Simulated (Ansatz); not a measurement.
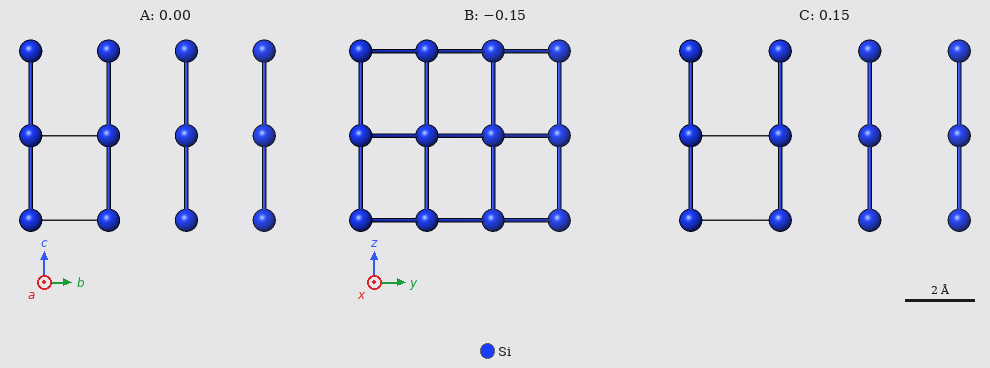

Energy scan for solid Si (P6/mmm), in which the cell is strained along y alone, with the atoms kept at their fractional coordinates. x, y and z are the Cartesian axes of the input. A ball-and-stick model of the cell of the calculation, repeated 2 × 3 × 2 with one cell outlined, seen along the a axis.

Computed with Ansatz, DFT r2SCAN, scalar-relativistic, plane waves, PAW. Set-up: plane-wave cutoff 500 eV; k-point mesh 24 × 24 × 20; occupations gaussian; smearing width 0.15 eV; no spin polarisation. Energies (free energies at the smearing named) are counted from the cell as listed in its source, which wasn't relaxed.

Rank the frames from lowest to highest energy.

Lowest first: A (the strain 0.00, 0 meV/atom), C (the strain 0.15, 93 meV/atom), B (the strain −0.15, 340 meV/atom). Over the whole scan: of the computed points the lowest is at the strain 0.00, 0 meV/atom. At the ends of the scan the energy is 340 meV/atom (−0.15) and 93 meV/atom (0.15). The unrelaxed reference is under a pressure of 2.0 GPa, which tilts the curve. The distortion takes the space group from P6/mmm to Cmmm. At the strain −0.15 the cell of the drawing goes b 2.621 → 2.332 Å, γ 120.0° → 124.2°.
